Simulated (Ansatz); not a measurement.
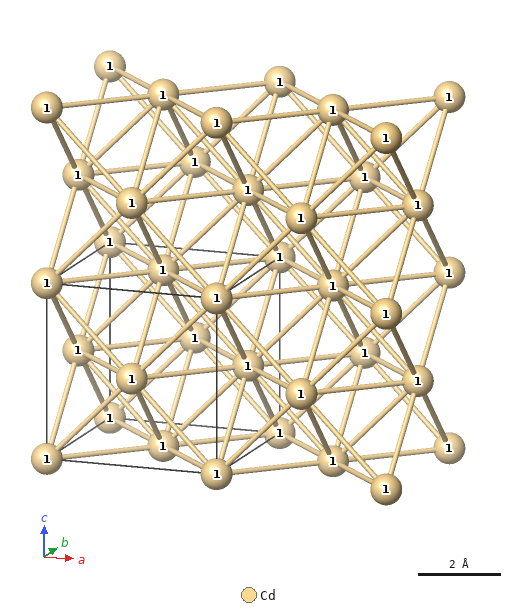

The starting point is a symmetric starting cell of Cd. The picture is a ball-and-stick view of the conventional cell (4 times the calculation's cell), repeated 2 × 1 × 2 with one cell outlined, seen slightly off an axis. Lengths and directions refer to the drawn axes.

All numbers below come from Ansatz, DFT PBEsol, scalar-relativistic, plane waves, PAW. Set-up: plane-wave cutoff 420 eV; k-point mesh 16 × 16 × 16; occupations gaussian; smearing width 0.1 eV; no spin polarisation.

Now this is done to it. All lengths are scaled by +4.9 % (volume +15.4 %), the atoms keeping their fractional coordinates. No relaxation follows. The starting cell wasn't computed here and needn't be at equilibrium, so pressure and forces aren't due to the change alone.

Input
```yaml
crystal:
  lattice:
    - [0.0, 2.3267947248, 2.3267947248]
    - [2.3267947248, 0.0, 2.3267947248]
    - [2.3267947248, 2.3267947248, 0.0]
  atoms:
    - { symbol: Cd, position: [0.0, 0.0, 0.0] }
basis:
  ecutwfc: 420
kpoints:
  mp_grid: { grid: [16, 16, 16] }
hamiltonian:
  xc: pbesol
scf:
  occupations: { method: gaussian, width: 0.1 }
output:
  forces: true
  stress: true
  eigenvalues: true
  populations: true
```

Command:
```bash
ansatz run input.yaml --threads 1 --pin off --max-ram 1331MiB --backend cpu --events-out ev --progress --plain --runs-dir out
```

What does the calculation give for the changed structure?

Answer. The pressure is −6.2 GPa (not all of it need come from the change, since the unchanged cell can be under pressure at this level too). All forces vanish by symmetry. Among the bonded contacts that change: Cd–Cd 3.137 → 3.291 Å. The space group stays Fm-3m (No. 225).

Drawn alike, the variant:

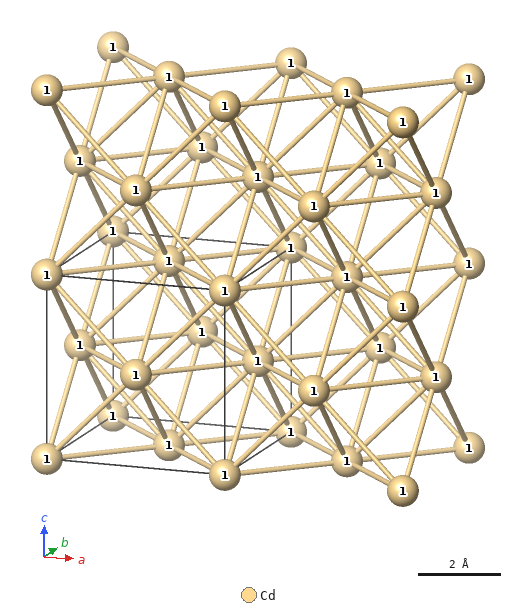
